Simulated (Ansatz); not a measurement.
Cell and atoms:

```
Ti Al
1.0
     3.88330    0.00000    0.00000
     0.00000    3.88330    0.00000
     0.00000    0.00000    8.29688
Ti Al
3 5
Direct
  0.00000 0.00000 0.50000
  0.50000 0.50000 0.00000
  0.50000 0.50000 0.50000
  0.00000 0.50000 0.25235
  0.00000 0.50000 0.74765
  0.50000 0.00000 0.25235
  0.50000 0.00000 0.74765
  0.00000 0.00000 0.00000
```

Question: Work out the structure from the coordinates.

Answer: Composition: Ti₃Al₅. Space group P4/mmm (No. 123), lattice primitive tetragonal. Content of the cell: 3 Ti, 5 Al (Z = 1). Ti takes three kinds of site: 1b with eight Al and four Ti in a cuboctahedral arrangement (2.83 Å to Al, 2.75 Å to Ti); 1c with twelve Al in a cuboctahedral arrangement at 2.75 to 2.86 Å; 1d with eight Al and four Ti in a cuboctahedral arrangement (2.83 Å to Al, 2.75 Å to Ti). Al takes two kinds of site: 4i with six Ti and six Al in a cuboctahedral arrangement (2.83 to 2.86 Å to Ti, 2.75 to 2.86 Å to Al); 1a with eight Al and four Ti in a cuboctahedral arrangement (2.86 Å to Al, 2.75 Å to Ti). The bonds build a three-dimensional framework.

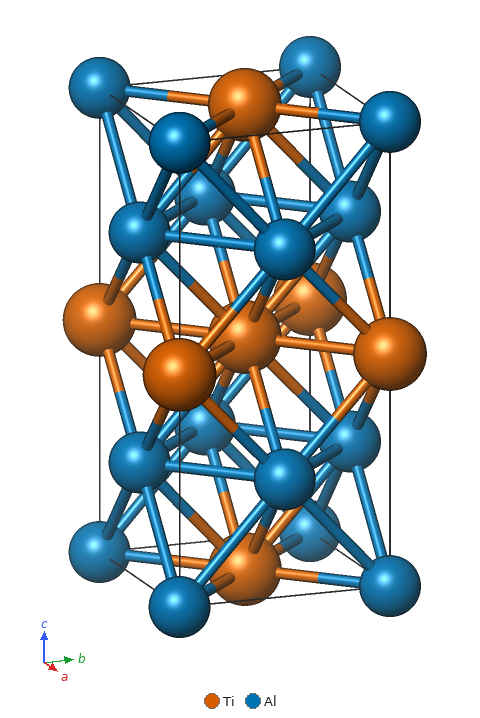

Drawn in the ball-and-stick manner and seen slightly off an axis. The conventional unit cell is outlined; an atom on or near a face, edge or corner is repeated at each equivalent position. Colours: titanium orange, aluminium blue.

Its origin is a structure listed in the Materials Project. Earlier steps of the study, as a rule a relaxation of our own, may have changed the cell and positions, so they can lie some per cent off the listed ones. It went into a calculation with Ansatz.
